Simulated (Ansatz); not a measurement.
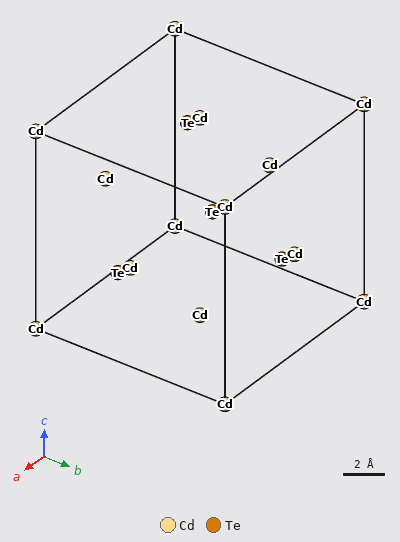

The starting structure (ball-and-stick view of the cell 4 times as large as that of the calculation, set on its symmetry axes, seen at an oblique angle).

## Geometry relaxation, with input and output: CdTe

The run: geometry relaxation of CdTe (2 atoms in the cell). Method and program: DFT, PBE, plane waves, PAW (Ansatz 0.2.0).

The structure was built on a prototype by a generator; it need not be a known phase. The run did not end well.

**Input file**
```yaml
crystal:
  lattice:
    - [0.0, 5.87181837, 5.87181837]
    - [5.87181837, 0.0, 5.87181837]
    - [5.87181837, 5.87181837, 0.0]
  atoms:
    - { symbol: Cd, position: [0.0, 0.0, 0.0] }
    - { symbol: Te, position: [0.25, 0.25, 0.25] }
kpoints:
  mp_grid: { grid: [9, 9, 9] }
scf:
  occupations: { method: fermi_dirac, width: 0.02 }
  max_iter: 60
hamiltonian:
  xc: pbe
  pseudopotentials: { kind: paw }
output:
  forces: true
  stress: true
relax:
  f_tol: 0.005
  max_steps: 40
  cell: {}
```

Launched with:
```bash
ansatz run input.yaml --threads 1 --pin off --max-ram 3584MiB --backend cpu --events-out ev --progress --plain --runs-dir out
```

**Log**
```
The last accepted step is kept in [file] (removed where the run ends without a failure and the disk answers)
Engine: ansatz 0.2.0, x86_64-unknown-linux-gnu
Pseudopotentials: kind: paw
Pseudopotential: Cd, paw, valence charge 20, recommended cutoff 420 eV (normal), Cd.paw.azcp
Pseudopotential: Te, paw, valence charge 16, recommended cutoff 420 eV (normal), Te.paw.azcp
Functional definition: PBE
  parameter kappa = 0.804
  parameter beta = 0.06672455060314922
  exchange = pbe_x(kappa = kappa, mu = beta*pi^2/3)
  correlation = pbe_c(beta = beta)
Crystal: 2 atoms, lattice volume = 404.900 Å³
Basis set: ecut = 420 eV, 7823 PW (Γ), exchange–correlation on 120×120×120 points (8 copies of the dense FFT grid, shifted against one another)
Bands: 22, of which v1, the nominal top of the filled ones, is band 18 counted from 1 (17 counted from 0)
Symmetry: 24 space group operations
Space group: F-43m (ITA 216), of the structure as read, at distance tolerance 7.4e-5 Å
k-points: 35 of 729 (time reversal used)
Non-local potential: Cd, projectors of the file, l = 0: 3, l = 1: 2, l = 2: 2, l = 3: 1
Non-local potential: Te, projectors of the file, l = 0: 2, l = 1: 2, l = 2: 2, l = 3: 2
PAW form: soft (Blöchl's): semilocal exchange-correlation on the pseudo side does not see the compensation charge
PAW one-centre angular grid: Cd, 590 points (default); XC on 64 Gauss nodes
PAW one-centre angular grid: Te, 590 points (default); XC on 64 Gauss nodes
Initial density: superposition of atomic densities (neutral atoms: chi_scale 0, normalization atom), corrected by the library's trained network
Initial wavefunctions: pseudopotential atomic-orbital guess
Functional: x = pbe(κ = 0.804, μ = 0.2195149727645171), c = pbe(β = 0.06672455060314922)
SCF iter   1: F=—  HF=-15230.891367 eV  |F-HF|=—  |Δ(HF+E_count)|=         —  Δρ=1.92e-3  dr2=9.55e-2  ethr=1.77e-3  ⟨swp⟩=6.9  Hψ=3915  notcnv=0
preconditioner: auto → LDOS  [metal: Δε(μ)=0.012 eV  Ē_g=7.992 eV  σ=0.020 eV  W_gap=0.15  n_scr=50 (ndim 8)  ℏωp=7.8 eV  f_vac=0.646  D(μ)=13.11/eV (n_scr^D=112)  β→1.0]
SCF iter   2: F=—  HF=-15230.884958 eV  |F-HF|=—  |Δ(HF+E_count)|=   6.41e-3  Δρ=6.14e-4  dr2=1.77e-3  ethr=2.65e-4  ⟨swp⟩=3.0  Hψ=1363  notcnv=0
SCF iter   3: F=—  HF=-15230.885590 eV  |F-HF|=—  |Δ(HF+E_count)|=   6.32e-4  Δρ=6.85e-4  dr2=1.53e-3  ethr=4.91e-6  ⟨swp⟩=2.1  Hψ=1544  notcnv=0
SCF iter   4: F=—  HF=-15230.885044 eV  |F-HF|=—  |Δ(HF+E_count)|=   5.45e-4  Δρ=8.79e-5  dr2=3.26e-5  ethr=4.26e-6  ⟨swp⟩=2.0  Hψ=1540  notcnv=0
SCF iter   5: F=—  HF=-15230.885133 eV  |F-HF|=—  |Δ(HF+E_count)|=   8.90e-5  Δρ=3.48e-5  dr2=6.19e-6  ethr=9.05e-8  ⟨swp⟩=2.0  Hψ=1457  notcnv=0
SCF iter   6: F=—  HF=-15230.885133 eV  |F-HF|=—  |Δ(HF+E_count)|=   7.95e-7  Δρ=1.47e-5  dr2=1.70e-6  ethr=1.72e-8  ⟨swp⟩=2.4  Hψ=1014  notcnv=0
SCF iter   7: F=—  HF=-15230.885132 eV  |F-HF|=—  |Δ(HF+E_count)|=   2.60e-7  Δρ=4.29e-6  dr2=2.90e-7  ethr=4.73e-9  ⟨swp⟩=2.3  Hψ=1063  notcnv=0
SCF iter   8: F=-15230.885132 eV  HF=-15230.885132 eV  |F-HF|=7.28e-8  |Δ(HF+E_count)|=   4.46e-8  Δρ=3.81e-6  dr2=9.95e-8  ethr=2.78e-10  ⟨swp⟩=4.0  Hψ=2410  notcnv=0
SCF 1 converged in 8 iterations: F = -15230.885132 eV  dr2 = 9.95e-8
  greatest PAW one-centre occupation: 1.000 electrons in one spin orbital (limit 2), on the Cd atom at site 0 (counted from 0), in its partial waves of l = 0
relax step   1: F+E_penalty+E_count = -15230.88513230 eV  Δ(F+E_penalty+E_count) = +0.000e0 eV  max|allowed force component| = 6.072e-18 eV/Å  Δτ_max = 0.0000 Å  P = -0.323 GPa  Ω = 404.900 Å³  (8 SCF iters, dr2 threshold 1.00e-7 eV, accepted)
Crystal: 2 atoms, lattice volume = 396.540 Å³
Basis set: ecut = 420 eV, 7799 PW (Γ), exchange–correlation on 120×120×120 points (8 copies of the dense FFT grid, shifted against one another)
Initial density: handed on by an earlier stage of this run
Initial wavefunctions: those handed on with the density
iter 1 solved again at ethr=4.56e-7 eV; its pass at ethr=3.10e-3 eV (dr2=1.64e-4 eV) is discarded
SCF iter   1: F=—  HF=-15230.902950 eV  |F-HF|=—  |Δ(HF+E_count)|=         —  Δρ=1.42e-4  dr2=1.37e-4  ethr=4.56e-7  ⟨swp⟩=3.0  Hψ=5081  notcnv=0
preconditioner: auto → LDOS  [metal: Δε(μ)=0.018 eV  Ē_g=8.084 eV  σ=0.020 eV  W_gap=0.22  n_scr=50 (ndim 8)  ℏωp=7.9 eV  f_vac=0.636  D(μ)=16.72/eV (n_scr^D=136)  β→1.0]
SCF iter   2: F=—  HF=-15230.902954 eV  |F-HF|=—  |Δ(HF+E_count)|=   4.82e-6  Δρ=1.31e-4  dr2=9.09e-5  ethr=3.81e-7  ⟨swp⟩=2.0  Hψ=1373  notcnv=0
SCF iter   3: F=—  HF=-15230.902939 eV  |F-HF|=—  |Δ(HF+E_count)|=   1.59e-5  Δρ=6.62e-5  dr2=1.46e-5  ethr=2.53e-7  ⟨swp⟩=2.0  Hψ=1330  notcnv=0
SCF iter   4: F=—  HF=-15230.902935 eV  |F-HF|=—  |Δ(HF+E_count)|=   3.66e-6  Δρ=1.54e-5  dr2=1.41e-6  ethr=4.04e-8  ⟨swp⟩=2.0  Hψ=1260  notcnv=0
SCF iter   5: F=-15230.902934 eV  HF=-15230.902934 eV  |F-HF|=7.83e-8  |Δ(HF+E_count)|=   4.52e-7  Δρ=4.57e-6  dr2=1.52e-7  ethr=5.56e-10  ⟨swp⟩=3.0  Hψ=3155  notcnv=0
SCF 2 converged in 5 iterations: F = -15230.902934 eV  dr2 = 1.52e-7
relax step   2: F+E_penalty+E_count = -15230.90293438 eV  Δ(F+E_penalty+E_count) = -1.780e-2 eV  max|allowed force component| = 6.758e-18 eV/Å  Δτ_max = 0.0000 Å  P = -0.349 GPa  Ω = 396.540 Å³  energy of the carried Pulay correction = +2.725e-4 eV  (5 SCF iters, dr2 threshold 2.00e-7 eV, accepted)
Crystal: 2 atoms, lattice volume = 340.962 Å³
Basis set: ecut = 420 eV, 6615 PW (Γ), exchange–correlation on 120×120×120 points (8 copies of the dense FFT grid, shifted against one another)
iter 1 solved again at ethr=2.11e-5 eV; its pass at ethr=3.10e-3 eV (dr2=7.61e-3 eV) is discarded
SCF iter   1: F=—  HF=-15231.064073 eV  |F-HF|=—  |Δ(HF+E_count)|=         —  Δρ=1.16e-3  dr2=7.88e-3  ethr=2.11e-5  ⟨swp⟩=2.2  Hψ=5276  notcnv=0
preconditioner: auto → LDOS  [metal: Δε(μ)=0.014 eV  Ē_g=8.184 eV  σ=0.020 eV  W_gap=0.17  n_scr=26 (ndim 8)  ℏωp=8.5 eV  f_vac=0.605  D(μ)=7.48/eV (n_scr^D=58)  β→1.0]
SCF iter   2: F=—  HF=-15231.063985 eV  |F-HF|=—  |Δ(HF+E_count)|=   8.83e-5  Δρ=9.54e-4  dr2=2.50e-3  ethr=2.11e-5  ⟨swp⟩=2.0  Hψ=1507  notcnv=0
SCF iter   3: F=—  HF=-15231.063632 eV  |F-HF|=—  |Δ(HF+E_count)|=   3.53e-4  Δρ=6.57e-4  dr2=1.41e-3  ethr=6.95e-6  ⟨swp⟩=2.0  Hψ=1540  notcnv=0
SCF iter   4: F=—  HF=-15231.063313 eV  |F-HF|=—  |Δ(HF+E_count)|=   3.19e-4  Δρ=2.93e-4  dr2=3.21e-4  ethr=3.90e-6  ⟨swp⟩=2.0  Hψ=1284  notcnv=0
SCF iter   5: F=—  HF=-15231.063246 eV  |F-HF|=—  |Δ(HF+E_count)|=   6.67e-5  Δρ=9.65e-5  dr2=2.64e-5  ethr=8.91e-7  ⟨swp⟩=2.3  Hψ=1243  notcnv=0
SCF iter   6: F=—  HF=-15231.063295 eV  |F-HF|=—  |Δ(HF+E_count)|=   4.87e-5  Δρ=1.15e-5  dr2=7.44e-7  ethr=7.34e-8  ⟨swp⟩=3.0  Hψ=1574  notcnv=0
SCF iter   7: F=-15231.063295 eV  HF=-15231.063295 eV  |F-HF|=3.02e-10  |Δ(HF+E_count)|=   5.77e-8  Δρ=1.65e-6  dr2=1.63e-8  ethr=5.56e-10  ⟨swp⟩=4.1  Hψ=2534  notcnv=0
SCF 3 converged in 7 iterations: F = -15231.063295 eV  dr2 = 1.63e-8
relax step   3: F+E_penalty+E_count = -15231.06329469 eV  Δ(F+E_penalty+E_count) = -1.604e-1 eV  max|allowed force component| = 6.252e-18 eV/Å  Δτ_max = 0.0000 Å  P = -0.584 GPa  Ω = 340.962 Å³  energy of the carried Pulay correction = +2.362e-3 eV  (7 SCF iters, dr2 threshold 2.00e-7 eV, accepted)
Crystal: 2 atoms, lattice volume = 290.835 Å³
Basis set: ecut = 420 eV, 5769 PW (Γ), exchange–correlation on 120×120×120 points (8 copies of the dense FFT grid, shifted against one another)
iter 1 solved again at ethr=2.75e-5 eV; its pass at ethr=3.10e-3 eV (dr2=9.92e-3 eV) is discarded
SCF iter   1: F=—  HF=-15231.301201 eV  |F-HF|=—  |Δ(HF+E_count)|=         —  Δρ=1.42e-3  dr2=1.01e-2  ethr=2.75e-5  ⟨swp⟩=2.0  Hψ=5316  notcnv=0
preconditioner: auto → LDOS  [metal: Δε(μ)=0.031 eV  Ē_g=8.314 eV  σ=0.020 eV  W_gap=0.36  n_scr=26 (ndim 8)  ℏωp=9.2 eV  f_vac=0.566  D(μ)=3.29/eV (n_scr^D=14)  β→1.0]
SCF iter   2: F=—  HF=-15231.301450 eV  |F-HF|=—  |Δ(HF+E_count)|=   2.49e-4  Δρ=1.02e-3  dr2=3.28e-3  ethr=2.75e-5  ⟨swp⟩=2.1  Hψ=1507  notcnv=0
SCF iter   3: F=—  HF=-15231.300662 eV  |F-HF|=—  |Δ(HF+E_count)|=   7.88e-4  Δρ=4.54e-4  dr2=6.08e-4  ethr=9.12e-6  ⟨swp⟩=2.0  Hψ=1489  notcnv=0
SCF iter   4: F=—  HF=-15231.300598 eV  |F-HF|=—  |Δ(HF+E_count)|=   6.40e-5  Δρ=2.00e-4  dr2=1.95e-4  ethr=1.69e-6  ⟨swp⟩=2.0  Hψ=1330  notcnv=0
SCF iter   5: F=—  HF=-15231.300611 eV  |F-HF|=—  |Δ(HF+E_count)|=   1.27e-5  Δρ=4.75e-5  dr2=1.22e-5  ethr=5.41e-7  ⟨swp⟩=2.0  Hψ=980  notcnv=0
SCF iter   6: F=—  HF=-15231.300612 eV  |F-HF|=—  |Δ(HF+E_count)|=   5.94e-7  Δρ=9.78e-6  dr2=3.11e-7  ethr=3.39e-8  ⟨swp⟩=2.0  Hψ=1090  notcnv=0
SCF iter   7: F=-15231.300612 eV  HF=-15231.300612 eV  |F-HF|=1.07e-8  |Δ(HF+E_count)|=   4.76e-8  Δρ=2.56e-6  dr2=3.48e-8  ethr=5.56e-10  ⟨swp⟩=4.9  Hψ=2543  notcnv=0
SCF 4 converged in 7 iterations: F = -15231.300612 eV  dr2 = 3.48e-8
relax step   4: F+E_penalty+E_count = -15231.30061157 eV  Δ(F+E_penalty+E_count) = -2.373e-1 eV  max|allowed force component| = 1.189e-17 eV/Å  Δτ_max = 0.0000 Å  P = -0.951 GPa  Ω = 290.835 Å³  energy of the carried Pulay correction = +4.803e-3 eV  (7 SCF iters, dr2 threshold 2.00e-7 eV, accepted)
Crystal: 2 atoms, lattice volume = 246.257 Å³
Basis set: ecut = 420 eV, 4909 PW (Γ), exchange–correlation on 120×120×120 points (8 copies of the dense FFT grid, shifted against one another)
iter 1 solved again at ethr=3.14e-5 eV; its pass at ethr=3.10e-3 eV (dr2=1.13e-2 eV) is discarded
SCF iter   1: F=—  HF=-15231.638389 eV  |F-HF|=—  |Δ(HF+E_count)|=         —  Δρ=1.72e-3  dr2=1.14e-2  ethr=3.14e-5  ⟨swp⟩=2.2  Hψ=5321  notcnv=0
preconditioner: auto → none  [metal: Δε(μ)=0.027 eV  Ē_g=8.486 eV  σ=0.020 eV  W_gap=0.31  n_scr=26 (ndim 8)  ℏωp=10.0 eV  f_vac=0.526  D(μ)=1.51/eV (n_scr^D=0)]
SCF iter   2: F=—  HF=-15231.638016 eV  |F-HF|=—  |Δ(HF+E_count)|=   3.73e-4  Δρ=8.04e-4  dr2=2.75e-3  ethr=3.14e-5  ⟨swp⟩=2.6  Hψ=1137  notcnv=0
SCF iter   3: F=—  HF=-15231.638697 eV  |F-HF|=—  |Δ(HF+E_count)|=   6.81e-4  Δρ=6.21e-4  dr2=3.69e-3  ethr=7.63e-6  ⟨swp⟩=2.8  Hψ=1328  notcnv=0
SCF iter   4: F=—  HF=-15231.638178 eV  |F-HF|=—  |Δ(HF+E_count)|=   5.19e-4  Δρ=1.42e-4  dr2=6.61e-5  ethr=7.63e-6  ⟨swp⟩=2.0  Hψ=882  notcnv=0
SCF iter   5: F=—  HF=-15231.638269 eV  |F-HF|=—  |Δ(HF+E_count)|=   9.12e-5  Δρ=4.27e-5  dr2=3.35e-6  ethr=1.84e-7  ⟨swp⟩=2.0  Hψ=1367  notcnv=0
SCF iter   6: F=-15231.638274 eV  HF=-15231.638273 eV  |F-HF|=2.34e-7  |Δ(HF+E_count)|=   4.36e-6  Δρ=1.03e-5  dr2=1.72e-7  ethr=5.56e-10  ⟨swp⟩=3.8  Hψ=3395  notcnv=0
SCF 5 converged in 6 iterations: F = -15231.638274 eV  dr2 = 1.72e-7
relax step   5: F+E_penalty+E_count = -15231.63827362 eV  Δ(F+E_penalty+E_count) = -3.377e-1 eV  max|allowed force component| = 1.829e-17 eV/Å  Δτ_max = 0.0000 Å  P = -1.502 GPa  Ω = 246.257 Å³  energy of the carried Pulay correction = +7.648e-3 eV  (6 SCF iters, dr2 threshold 2.00e-7 eV, accepted)
Crystal: 2 atoms, lattice volume = 206.148 Å³
Basis set: ecut = 420 eV, 4015 PW (Γ), exchange–correlation on 120×120×120 points (8 copies of the dense FFT grid, shifted against one another)
iter 1 solved again at ethr=3.17e-5 eV; its pass at ethr=3.10e-3 eV (dr2=1.14e-2 eV) is discarded
SCF iter   1: F=—  HF=-15232.108843 eV  |F-HF|=—  |Δ(HF+E_count)|=         —  Δρ=2.07e-3  dr2=1.14e-2  ethr=3.17e-5  ⟨swp⟩=2.7  Hψ=5374  notcnv=0
preconditioner: auto → Resta (q_TF=auto, 2.040 Å⁻¹)  ε∞=2.6  [insulator: Δε(μ)=0.082 eV  Ē_g=8.714 eV  σ=0.020 eV  W_gap=0.72  n_scr=26 (ndim 8)  ℏωp=11.0 eV  f_vac=0.481  D(μ)=0.61/eV (n_scr^D=0)  ε∞_Penn≈2.6]
SCF iter   2: F=—  HF=-15232.108606 eV  |F-HF|=—  |Δ(HF+E_count)|=   2.37e-4  Δρ=1.11e-3  dr2=3.40e-3  ethr=3.17e-5  ⟨swp⟩=1.3  Hψ=810  notcnv=0
SCF iter   3: F=—  HF=-15232.109454 eV  |F-HF|=—  |Δ(HF+E_count)|=   8.49e-4  Δρ=3.91e-4  dr2=2.71e-4  ethr=9.44e-6  ⟨swp⟩=2.0  Hψ=1225  notcnv=0
SCF iter   4: F=—  HF=-15232.109502 eV  |F-HF|=—  |Δ(HF+E_count)|=   4.73e-5  Δρ=8.75e-5  dr2=3.23e-5  ethr=7.54e-7  ⟨swp⟩=2.0  Hψ=1363  notcnv=0
SCF iter   5: F=—  HF=-15232.109585 eV  |F-HF|=—  |Δ(HF+E_count)|=   8.37e-5  Δρ=4.27e-5  dr2=4.95e-6  ethr=8.97e-8  ⟨swp⟩=2.0  Hψ=1052  notcnv=0
SCF iter   6: F=—  HF=-15232.109589 eV  |F-HF|=—  |Δ(HF+E_count)|=   3.65e-6  Δρ=1.03e-5  dr2=3.50e-7  ethr=1.38e-8  ⟨swp⟩=2.0  Hψ=1086  notcnv=0
```

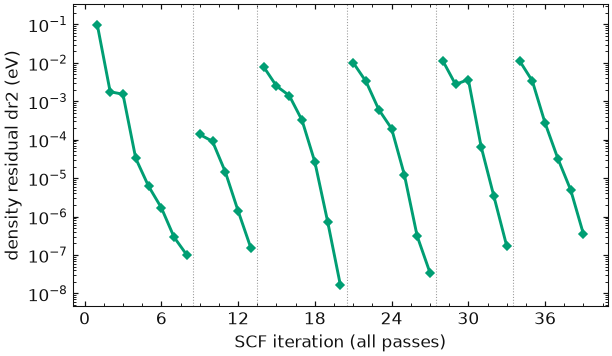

Convergence of the self-consistent field: density residual dr2 against the SCF iteration. Dotted lines part the SCF passes that the log prints in full.

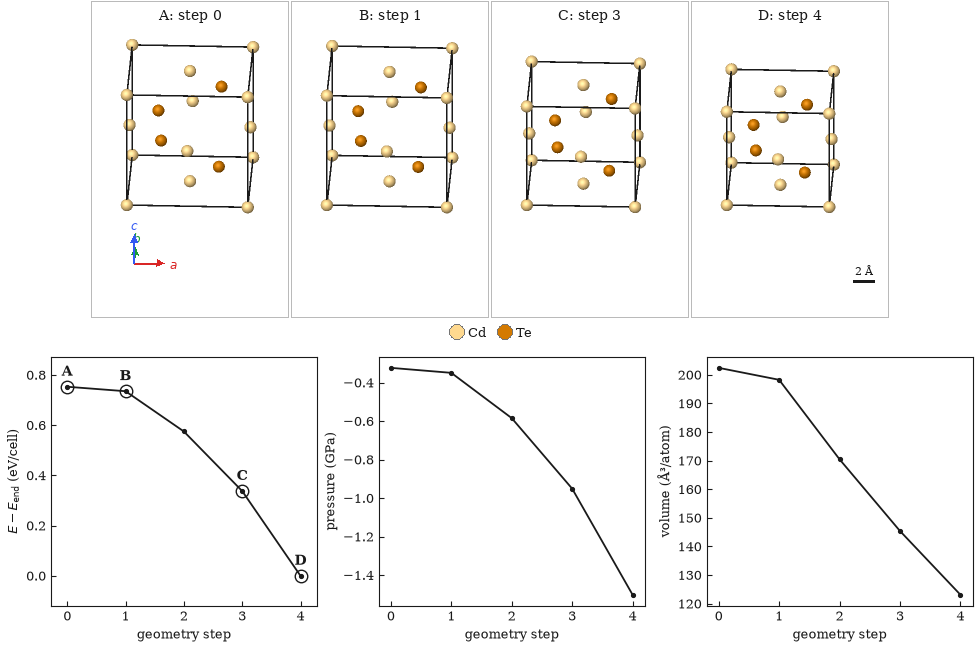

Frames of the relaxation (ball-and-stick view of the cell 4 times as large as that of the calculation, set on its symmetry axes, seen at an oblique angle) above the curves, on which the letters mark them (the first geometry is step 0 here and step 1 in the log).

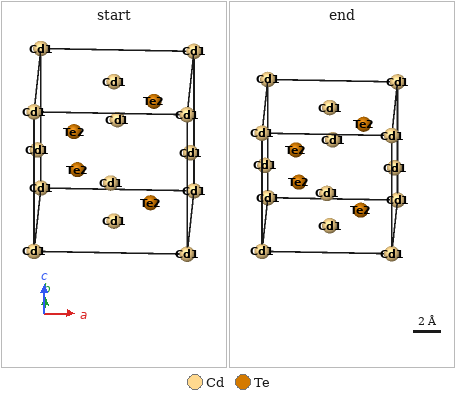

Before (left) and after (right) the relaxation, at one scale (ball-and-stick view of the cell 4 times as large as that of the calculation, set on its symmetry axes, seen at an oblique angle). The run was cut off at its time limit before the relaxation converged, so the last structure is only a point on the way. The atoms keep their places relative to the cell (all moves are under 0.005 Å). Cell: a = b = c 11.744 → 9.950 Å (−15.3 %). Volume −39.2 %. The space group stays F-43m (No. 216). The energy falls by 0.753 eV per cell of the calculation in 4 geometry steps. All forces vanish by symmetry, so only the cell relaxes. Pressure: −0.32 GPa at the start and −1.50 GPa at the end.

**Trajectory as extended XYZ (Å, eV, eV/Å), 5 frames, from step=1 to step=5**
```
2
Lattice="0.0000 5.8718 5.8718 5.8718 0.0000 5.8718 5.8718 5.8718 0.0000" Properties=species:S:1:pos:R:3:forces:R:3 step=1 energy=-15230.88513 pressure_GPa=-0.32
Cd    0.0000    0.0000    0.0000    0.0000   0.0000   0.0000
Te    2.9359    2.9359    2.9359    0.0000   0.0000   0.0000
2
Lattice="0.0000 5.8311 5.8311 5.8311 0.0000 5.8311 5.8311 5.8311 0.0000" Properties=species:S:1:pos:R:3:forces:R:3 step=2 energy=-15230.90293 pressure_GPa=-0.35
Cd    0.0000    0.0000    0.0000    0.0000   0.0000   0.0000
Te    2.9156    2.9156    2.9156    0.0000   0.0000   0.0000
2
Lattice="0.0000 5.5449 5.5449 5.5449 0.0000 5.5449 5.5449 5.5449 0.0000" Properties=species:S:1:pos:R:3:forces:R:3 step=3 energy=-15231.06329 pressure_GPa=-0.58
Cd    0.0000    0.0000    0.0000    0.0000   0.0000   0.0000
Te    2.7724    2.7724    2.7724    0.0000   0.0000   0.0000
2
Lattice="0.0000 5.2586 5.2586 5.2586 0.0000 5.2586 5.2586 5.2586 0.0000" Properties=species:S:1:pos:R:3:forces:R:3 step=4 energy=-15231.30061 pressure_GPa=-0.95
Cd    0.0000    0.0000    0.0000    0.0000   0.0000   0.0000
Te    2.6293    2.6293    2.6293    0.0000   0.0000   0.0000
2
Lattice="0.0000 4.9749 4.9749 4.9749 0.0000 4.9749 4.9749 4.9749 0.0000" Properties=species:S:1:pos:R:3:forces:R:3 step=5 energy=-15231.63827 pressure_GPa=-1.50
Cd    0.0000    0.0000    0.0000    0.0000   0.0000   0.0000
Te    2.4875    2.4875    2.4875    0.0000   0.0000   0.0000
```

**What the run reported**

```json
{"quantity": "outcome", "value": "stopped at the time limit"}
{"quantity": "space group (tolerance 0.01 Å)", "value": "F-43m (216)"}
{"quantity": "final cell", "value": "a = 7.036 Å, b = 7.036 Å, c = 7.036 Å, α = 60.00°, β = 60.00°, γ = 60.00°"}
{"quantity": "hardware", "value": "1 thread of AMD EPYC (Zen 3), 64 GiB of memory available, shared host"}
{"quantity": "wall time", "value": "2 min"}
{"quantity": "peak memory", "value": "0.71 GiB"}
```

**Diagnosis**

This input holds a deliberate fault: a lattice typed in bohr (`crystal.lattice`). Numbers in bohr are read as ångström, so the cell is 1.89 times too large and the atoms hardly bond. The run was cut off by its time limit, so the output is incomplete.
